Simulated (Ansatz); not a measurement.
# AgCl: what the fields show

Input file:

```
crystal:
  lattice:
    - [3.9166762094, 0.0, 0.193645832]
    - [0.0, 3.9212466038, 0.0]
    - [-0.2730111637, 0.0, 5.5375273488]
  atoms:
    - { symbol: Ag, position: [0.2500548782, 0.25, 0.2500031853] }
    - { symbol: Ag, position: [0.7499451218, 0.75, 0.7499968147] }
    - { symbol: Cl, position: [0.7500376905, 0.75, 0.2499964643] }
    - { symbol: Cl, position: [0.2499623095, 0.25, 0.7500035357] }
kpoints:
  mp_grid: { grid: [4, 4, 4] }
hamiltonian:
  xc: r2scan
scf:
  occupations: { method: fixed }
  n_extra_bands: 5
output:
  forces: true
  stress: true
  eigenvalues: true
  write_density: true
  write_potential: true
  elf: true
  volumetric_format: npy
```

Run with:

```sh
ansatz run input.yaml --threads 4 --pin off --max-ram 4608MiB --backend cpu --events-out ev --progress --plain --runs-dir out
```

Below, planes, directions and counts refer to the conventional cell (a = 5.55 Å, b = 5.55 Å, c = 5.54 Å, α = 89.99°, β = 89.99°, γ = 90.00°).

Space group Fm-3m; a structure from a database of computed crystals, not necessarily the ambient phase; started from the database structure prototype, which need not be the ambient phase.

Theory: DFT, r2SCAN, plane waves, PAW in Ansatz 0.2.0.

In a PAW calculation such maps are meaningful between the atoms, not at the nuclei.

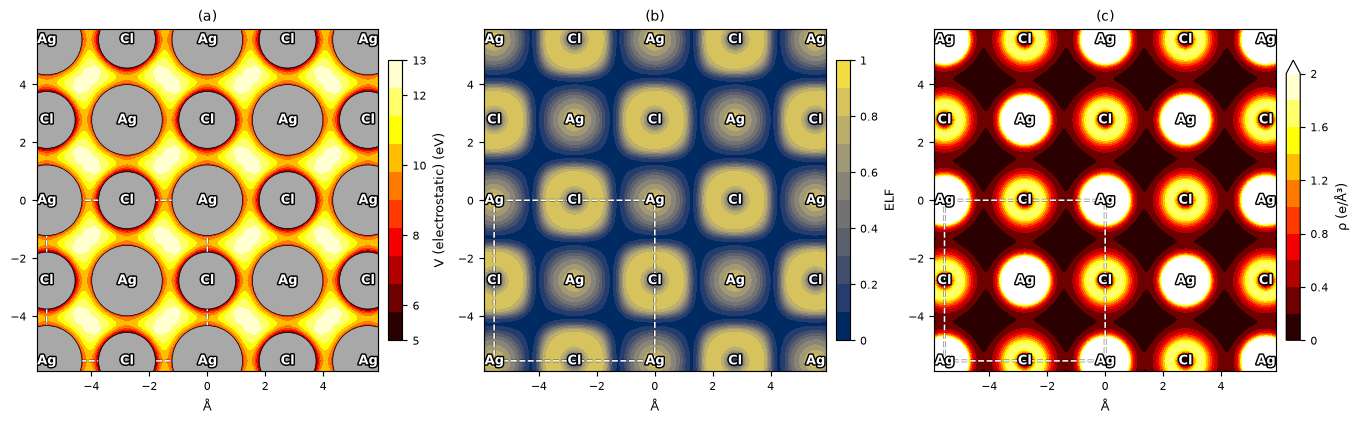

Figure 1. (a) electrostatic potential (local pseudopotential plus Hartree) felt by an electron; (b) ELF; (c) valence pseudo-density on the (001) plane of the conventional cell. Grey discs cover the atomic cores in the potential map.

**What does the map show?**

The plane passes through Ag and Cl nuclei. Ag–Cl (2.77 Å): ρ at the midpoint is about 0.22 e/Å³; the ELF peaks at about 0.85 in the valence shell of Cl, 0.8 Å from its nucleus, and drops to about 0.10 between the two atoms; no localised pair shows between them. Between the atoms the lowest density in this plane is 0.05 e/Å³. The features right at Ag lie inside the PAW spheres, where the map follows smoothed inner orbitals and isn't to be read closely. Outside the cores the potential energy rises away from the atoms and is highest about 1.8 Å from the nearest atoms; its zero is arbitrary.

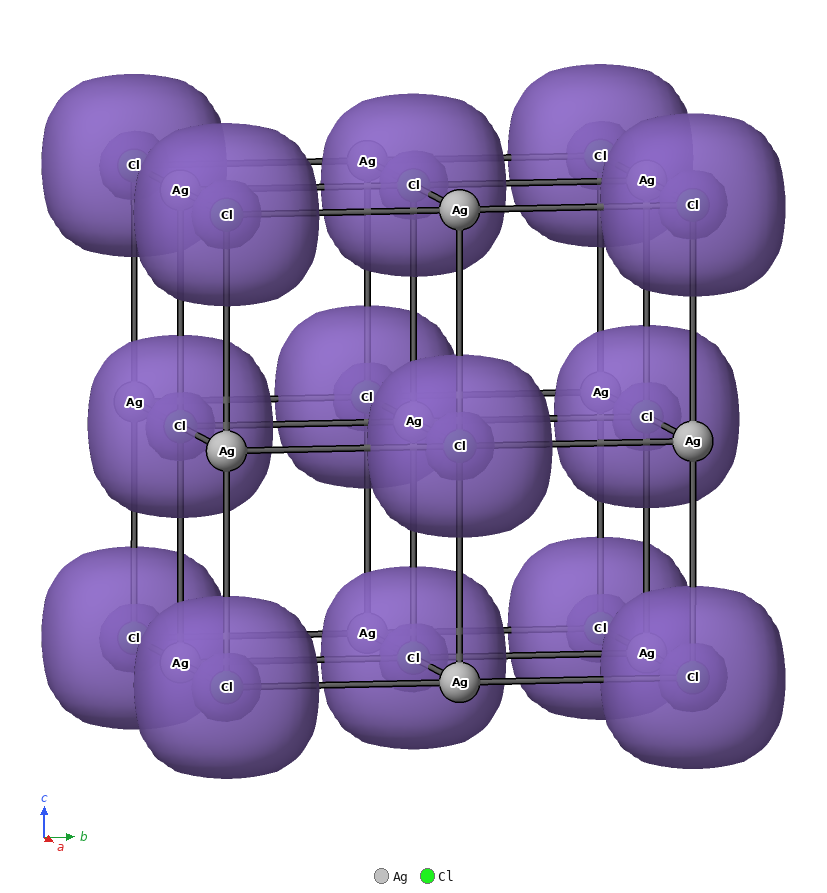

Figure 2. Isosurface of the electron localisation function at 0.7 (purple), seen slightly off an axis. Core shells and regions of very low density are left out. Sticks mark near contacts.

**Describe the localisation domains.**

The surface consists of four regions wrapped around Cl (the valence shell of each), counted in one cell of 8 atoms. Regions shared between cells count once.

**Does the calculation make it a metal, or give it a gap?**

It is gapped, with a Kohn–Sham gap of 1.5 eV on the k-point mesh, an upper bound to the gap of this method.
